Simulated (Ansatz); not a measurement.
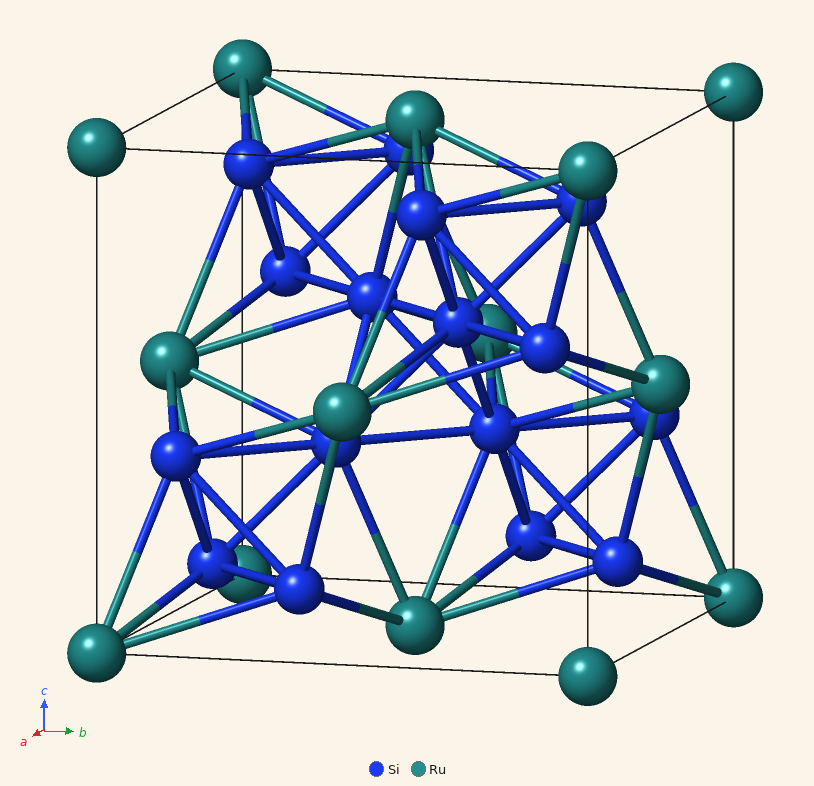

A ball-and-stick rendering, viewed slightly off an axis. The wireframe shows the conventional unit cell. Cell: a = 6.83 Å, b = 6.83 Å, c = 6.83 Å, α = 90.00°, β = 90.00°, γ = 90.00°.

Provenance: a random cell made by a generator, so it need not be a real form of the compound. Earlier steps of the study may have refined or changed the cell and positions. It was run through Ansatz as a DFT input.

What structure is drawn here?

Answer. Its composition is Si4Ru. Space group: F-43m (No. 216). Lattice: face-centred cubic. Content of the cell: 16 Si, 4 Ru (Z = 4). Si is linked to six Si and three Ru (about 2.4 Å to Si, 2.8 Å to Ru). Around each Ru lie twelve Si at about 2.8 Å. The bonds build a three-dimensional framework.

Setup: DFT PBE, scalar-relativistic, plane waves, PAW in Ansatz; wavefunction cutoff 420 eV, k-points about 0.16 Å⁻¹ apart, Gaussian smearing of 0.1 eV, no spin polarisation.

Is it conducting or gapped at this level?

Answer. A metal: bands cross the Fermi level.

What are the atomic charges by Bader's partition?

Answer. Si +0.02 e; Ru -0.10 e.

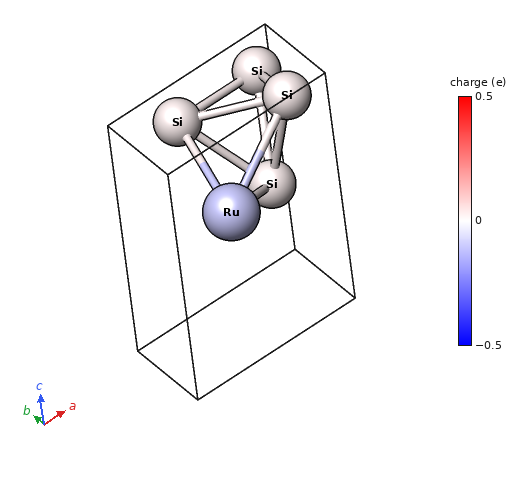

The atoms coloured by those charges. The run's cell of 5 atoms is drawn, so axes and origin can differ from the first picture.

Can this geometry be taken as optimised?

Answer. Yes. All forces vanish to within 0.01 eV/Å. The pressure is 0.0 GPa, close to zero.
